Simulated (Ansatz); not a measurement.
Input file:

```
crystal:
  lattice:
    - [0.0412373968, 2.5972743894, 2.5972743894]
    - [2.5972743894, 0.0412373968, 2.5972743894]
    - [2.5972743894, 2.5972743894, 0.0412373968]
  atoms:
    - { symbol: Li, position: [0.0, 0.0, 0.0] }
    - { symbol: Cl, position: [0.5, 0.5, 0.5] }
kpoints:
  mp_grid: { grid: [6, 6, 6] }
  band_path:
    path:
      - [0.0, 0.0, 0.0]
      - [0.5, 0.0, 0.5]
      - [0.625, 0.25, 0.625]
      - [0.375, 0.375, 0.75]
      - [0.5, 0.5, 0.5]
      - [0.5, 0.25, 0.75]
      - [0.0625, 0.0625, 0.119792]
    npoints: 1
hamiltonian:
  xc: hse06
scf:
  occupations: { method: fixed }
  n_extra_bands: 4
output:
  forces: true
  stress: true
  eigenvalues: true
  write_density: true
  write_potential: true
  elf: true
  volumetric_format: npy
```

Command:

```sh
ansatz run input.yaml --threads 4 --pin off --max-ram 3686MiB --backend cpu --events-out ev --progress --plain --runs-dir out
```

Below, planes, directions and counts refer to the conventional cell (a = 3.61 Å, b = 3.61 Å, c = 9.07 Å, α = 90.00°, β = 90.00°, γ = 120.00°).

Space group R-3m; started from the rocksalt prototype, which need not be the ambient phase; changed on purpose from its base cell (shear 111 strain +2.4%).

All numbers below come from Ansatz 0.2.0, DFT, HSE06, plane waves, PAW.

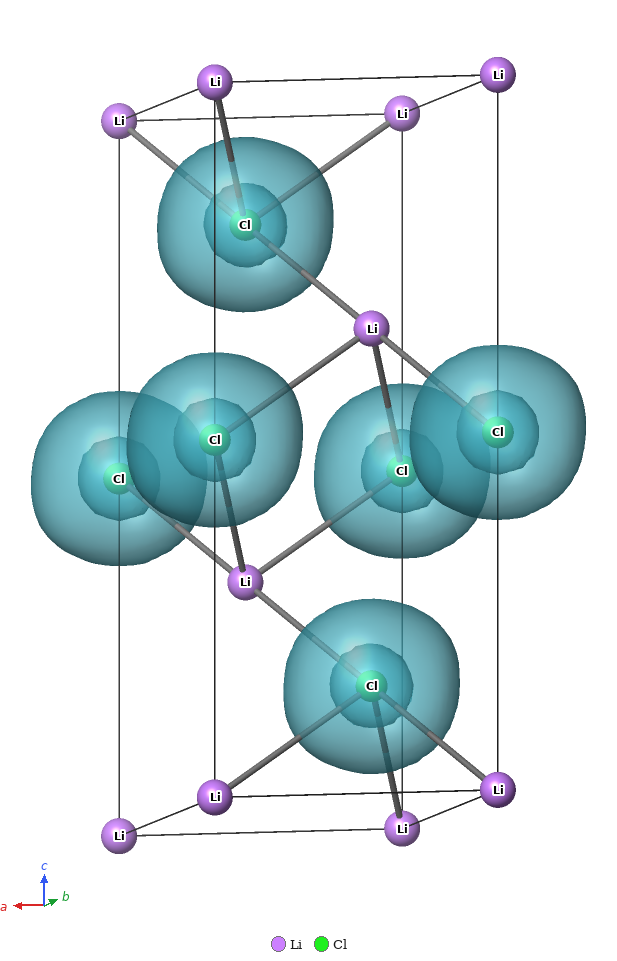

LiCl. Isosurface of the ELF at 0.8 (cyan), seen at an oblique angle. Only the valence region is drawn (cores and ρ < 0.01 e/Å³ removed). Sticks mark near contacts.

Core electrons are frozen (PAW), and the valence fields are smoothed inside the atomic spheres.

> What do the ELF domains correspond to?

The ELF exceeds this value in three regions wrapped around Cl (the valence shell of each), counted in one cell of 6 atoms. Any copies at cell faces, edges or corners count once.

Values along the shortest contacts:
Li–Cl (2.58 Å): the ELF peaks at about 0.90 in the valence shell of Cl, 0.8 Å from its nucleus, and falls to about 0 next to Li (an ionic contact with no shared pair).
